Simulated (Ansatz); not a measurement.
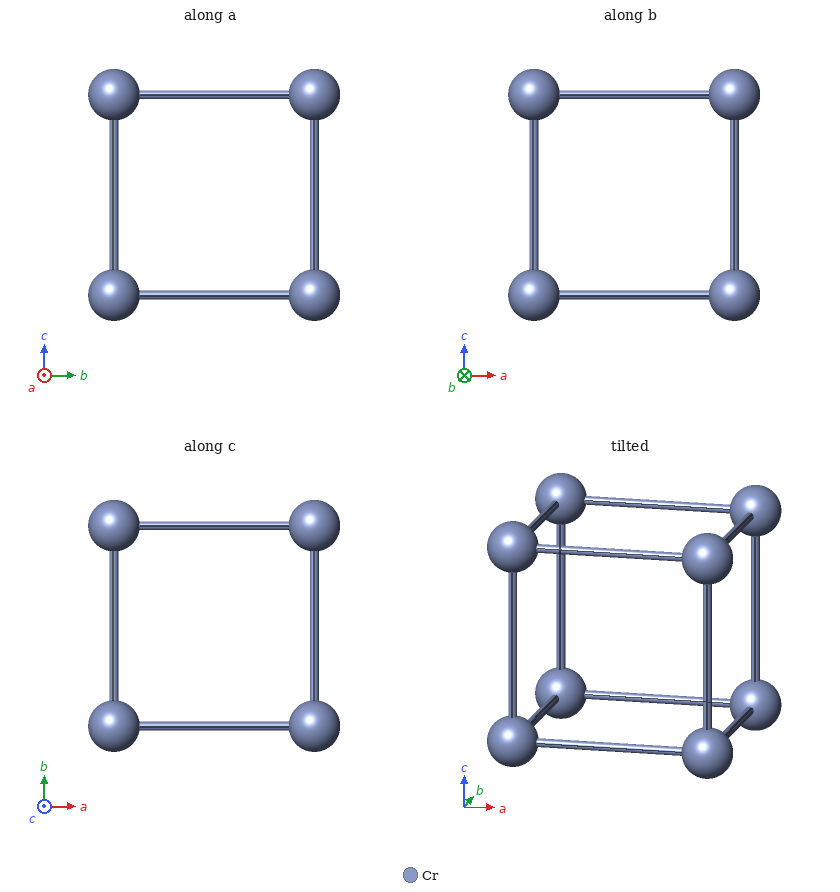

The crystal in a ball-and-stick representation, seen along the a axis, along the b axis, along the c axis and slightly off an axis. Thin lines show the conventional unit cell, with boundary atoms drawn in all their periodic places.

Lattice parameters: a = 2.5230 Å, b = 2.5230 Å, c = 2.5230 Å, α = 90.000°, β = 90.000°, γ = 90.000°.

### Convert the drawing into a CIF in P1 with every atom of the cell.

```cif
data_structure
_symmetry_space_group_name_H-M 'P 1'
_symmetry_Int_Tables_number 1
_cell_length_a 2.5230
_cell_length_b 2.5230
_cell_length_c 2.5230
_cell_angle_alpha 90.000
_cell_angle_beta 90.000
_cell_angle_gamma 90.000
_cell_volume 16.06
loop_
_atom_site_label
_atom_site_type_symbol
_atom_site_fract_x
_atom_site_fract_y
_atom_site_fract_z
_atom_site_occupancy
Cr1 Cr 0.0000 0.0000 0.0000 1
```

The structure comes from a structure type filled with this element by a generator (whether the element takes this form wasn't checked). Earlier steps of the study may have refined or changed the cell and positions. It was run through Ansatz as a DFT input.
